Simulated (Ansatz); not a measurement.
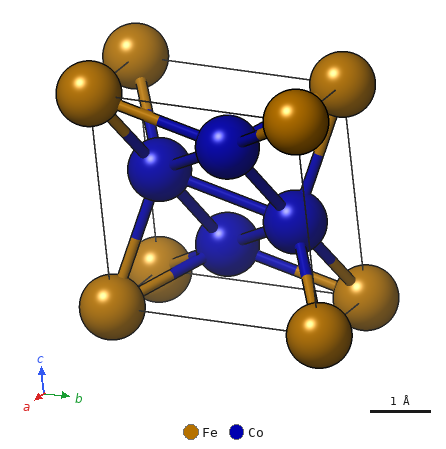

Shown here is a ball-and-stick view of the crystal, taken slightly off an axis. The frame is the cell (the run's own, in a reduced setting); atoms at its boundary are shown with their periodic copies.

```yaml
crystal:
  lattice:
    - [0.00000, 0.00000, 3.54599]
    - [-2.79797, 2.79797, 1.77300]
    - [-2.79797, -2.79797, 1.77300]
  atoms:
    - { symbol: Fe, position: [0.00000, 0.00000, 0.00000] }
    - { symbol: Co, position: [0.40324, 0.79454, 0.39898] }
    - { symbol: Co, position: [0.59676, 0.20546, 0.60102] }
    - { symbol: Co, position: [0.80222, 0.60102, 0.79454] }
    - { symbol: Co, position: [0.19778, 0.39898, 0.20546] }
```

The calculation used DFT PBE, scalar-relativistic, plane waves, PAW (Ansatz), with a basis cut at 420 eV, k-points about 0.17 Å⁻¹ apart, Gaussian smearing of 0.1 eV, collinear spins. The state is ferromagnetic.

Q: What charge does Bader's analysis assign to each element?

A: Fe +0.22 e; Co -0.05 e. Little charge moves, as in a metallic or covalent solid.

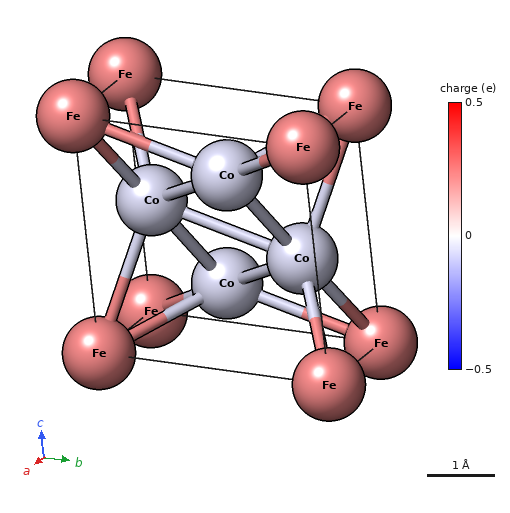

The atoms coloured by those charges.

The structure comes from a structure type filled with these elements by a generator (whether the compound takes this form wasn't checked). Earlier steps of the study may have refined or changed the cell and positions. Ansatz was used for an electronic-structure calculation on it.
